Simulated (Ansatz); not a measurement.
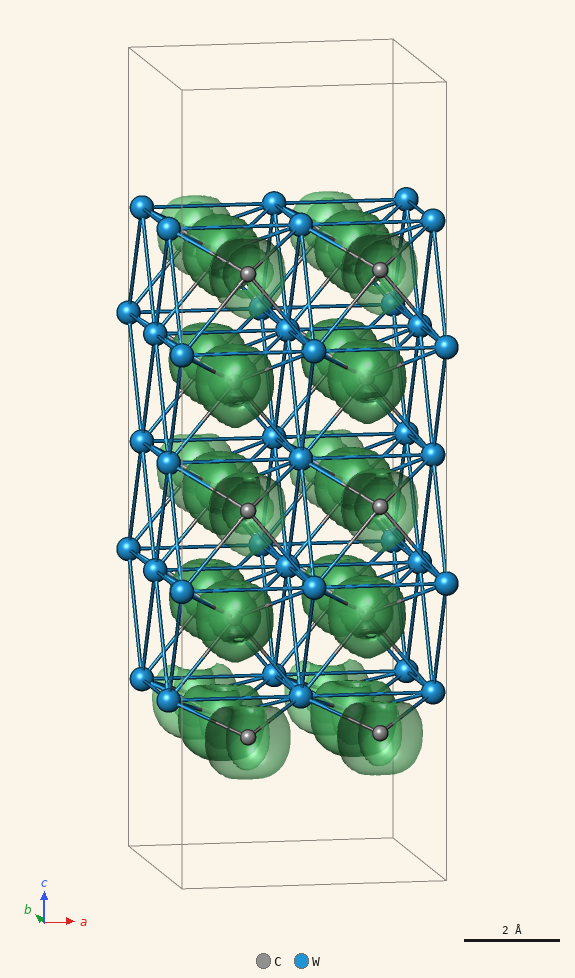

WC (slab). Isosurface of the electron localisation function at 0.7 (green), seen slightly off an axis. Core shells and regions of very low density are left out. Sticks mark near contacts.

Theory: DFT PBE, scalar-relativistic, plane waves, PAW (Ansatz).

In a PAW calculation such maps are meaningful between the atoms, not at the nuclei.

Q: Where are the electrons localised?

A: At this value the surface marks out five regions wrapped around C (the valence shell of each), counted in one cell of 10 atoms. Counts are for one cell; the picture repeats the cell along the surface. Profiles from the grid: W–C (2.13 Å): the ELF peaks at about 0.80 in the valence shell of C, 0.7 Å from its nucleus, and is about 0.35 at the midpoint. W–W (2.85 Å): the ELF is about 0.30 at the midpoint (no localised pair shows between them).
